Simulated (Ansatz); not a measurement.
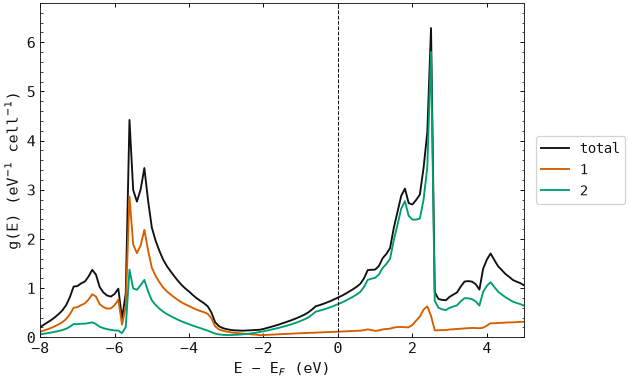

Density of states. Energies are counted from the Fermi level. The partial curves are projected on Löwdin-orthogonalised atomic shells.

Structure: TiN, space group Fm-3m, 2 atoms in the cell.

Computed with Ansatz: DFT PBEsol, scalar-relativistic, plane waves, PAW, no spin polarisation, 18×18×18 k mesh, 420 eV cutoff.

Assign each number in the legend. The candidates: N 2p, Ti 3d.

1 is N 2p; 2 is Ti 3d.

Metal or insulator, and how many states lie at the Fermi level?

It is a metal. The density of states at the Fermi level is about 0.81 per eV and cell (mean within 0.25 eV), or 0.4 per atom.

The electron count is odd and the run has no spin polarisation, so a magnetic state may lie lower.
